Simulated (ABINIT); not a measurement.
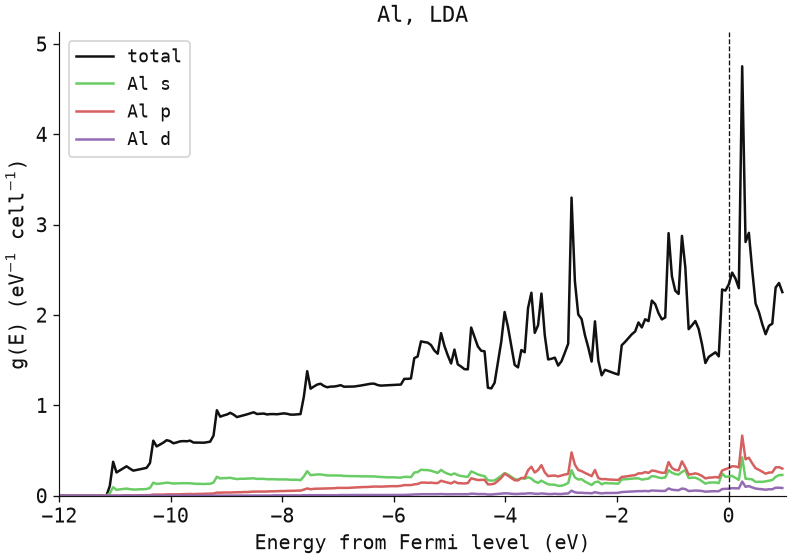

Density of states. Energies are counted from the Fermi level. The partial curves are projected inside atomic spheres; the rest of the total lies in parts that aren't drawn and between the spheres.

System: a slab of Al, 5 atoms in the cell.

```
Al
1.0
     2.82708    0.00000    0.00000
    -1.41354    2.44832    0.00000
     0.00000    0.00000   24.18599
Al
5
Direct
  0.00000 0.00000 0.31010
  0.33333 0.66667 0.40505
  0.00000 0.00000 0.50000
  0.66667 0.33333 0.59495
  0.00000 0.00000 0.68990
```

ABINIT; LDA, JTH PAW LDA v2.0, no spin polarisation, no spin-orbit coupling, 11×11×1 k mesh in the self-consistent step, 408 eV cutoff, Fermi-Dirac smearing of 0.05 eV.

### What is the density of states at the Fermi level?

It is a metal. The density of states is about 2.4 per eV and cell at the Fermi level (mean within 0.1 eV) and changes fast nearby: within 0.3 eV it runs from 1.5 to 4.8 per eV and cell.

The density of states was taken on a 15×15×1 mesh. The cell was derived from a database entry in an earlier step, so it needn't be the measured one.
